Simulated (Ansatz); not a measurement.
Fe

```yaml
crystal:
  lattice:
    - [4.10032, 0.00000, 0.00000]
    - [-2.05016, 3.55098, 0.00000]
    - [0.00000, 0.00000, 2.33084]
  atoms:
    - { symbol: Fe, position: [0.00000, 0.00000, 0.00000] }
    - { symbol: Fe, position: [0.33333, 0.66667, 0.50000] }
    - { symbol: Fe, position: [0.66667, 0.33333, 0.50000] }
```

Space group P6/mmm; set up as Fe, omega (AlB2-type); a generated structure, not necessarily the stable one; changed on purpose from its base cell (volume × 1.0); spin-polarised.

Theory: DFT, PBEsol, plane waves (420 eV) with PAW, scalar-relativistic (Ansatz).

In a PAW calculation such maps are meaningful between the atoms, not at the nuclei.

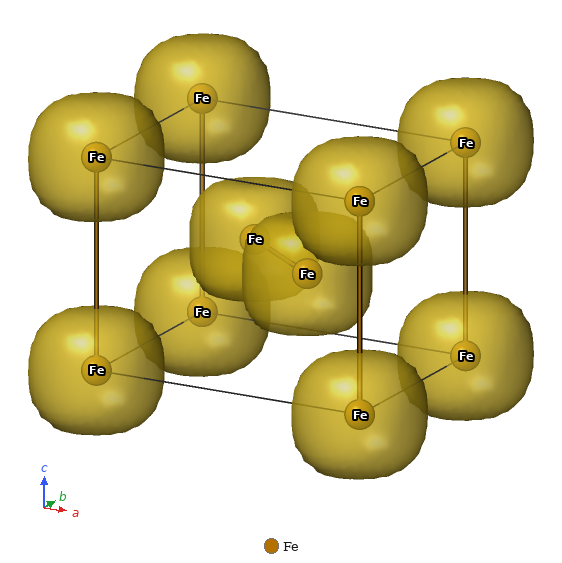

Figure 1. Isosurfaces of the spin density at +0.3 (yellow) and −0.3 e/Å³ (cyan), seen slightly off an axis. Sticks mark near contacts.

> Which atoms carry the moments, and with what signs?

The spin density sits on Fe: +2.5 μB and +2.2 μB (×2) in one cell of 3 atoms: parallel moments (a ferromagnetic arrangement) in this solution. The cell of the calculation (3 atoms) carries 7.0 μB of net spin moment. Only one sign reaches the isovalue.

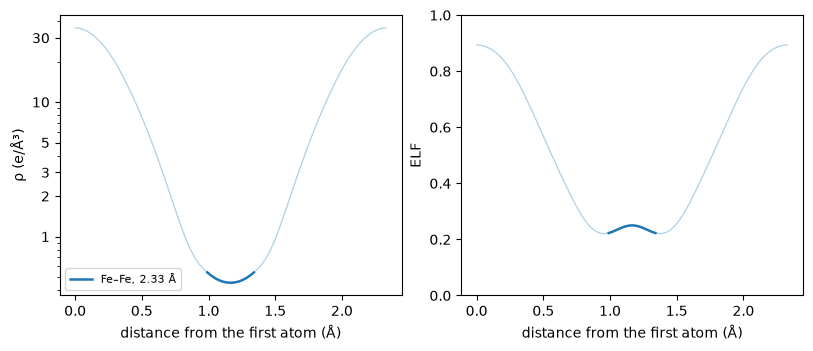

Figure 2. Valence charge density (pseudo) and ELF along straight lines between neighbouring atoms. Thin, pale parts lie inside the atomic spheres.

> What can be read from the curves?

Fe–Fe (2.33 Å): the density is about 0.45 e/Å³ at the midpoint; the ELF is about 0.25 at the midpoint; no shared electron pair shows on this line.

> Metal or insulator at this level of theory?

It is gapless in this calculation (a metal or semimetal).
